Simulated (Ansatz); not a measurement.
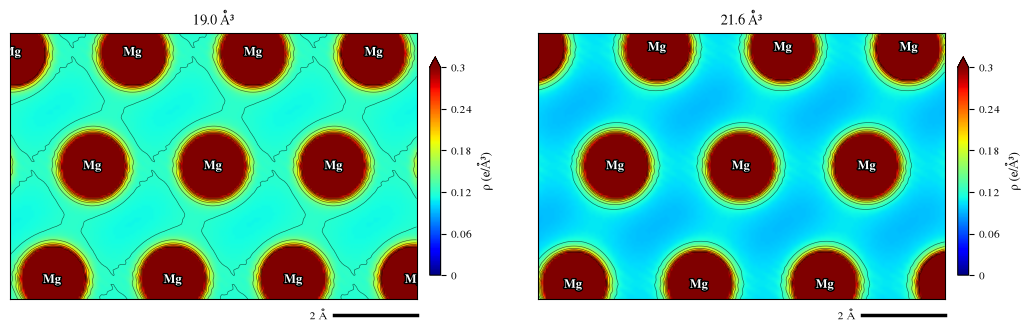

Mg. The valence pseudo-density of cells scaled evenly to different volumes (given per atom above each panel), on the (101̄) plane of each (indices in the axes of the cell below), at one length scale and on one colour scale.

A generated structure, not necessarily the stable one.

The calculation used Ansatz 0.2.0, DFT, LDA (PW92), plane waves (420 eV) with PAW, scalar-relativistic.

Core electrons are frozen (PAW), and the valence fields are smoothed inside the atomic spheres.

The largest cell:

```
Mg
1.0
    -1.75402    1.75402    1.75402
     1.75402   -1.75402    1.75402
     1.75402    1.75402   -1.75402
Mg
1
Cartesian
  0.0000 0.0000 0.0000
```

| volume (Å³/atom) | Mg–Mg contact in the plane (Å) | ρ at its midpoint (e/Å³) | pressure (GPa) | 
| --- | --- | --- | --- |
| 19.00 | 2.911 | 0.121 | 6.5 | 
| 19.86 | 2.955 | ? | ? | 
| 21.59 | 3.038 | 0.106 | 0.0 | 

### Estimate the missing row, and compare with the calculation.

Over the known rows ln ρ falls by 1.04 per Å of Mg–Mg distance (the line through the two), which gives 0.116 e/Å³ at 2.955 Å; the calculation gives 0.116 e/Å³. For the pressure, a straight line in volume between the neighbouring rows gives 4.3 GPa; the calculation gives 3.9, lower because pressure rises ever faster on compression.
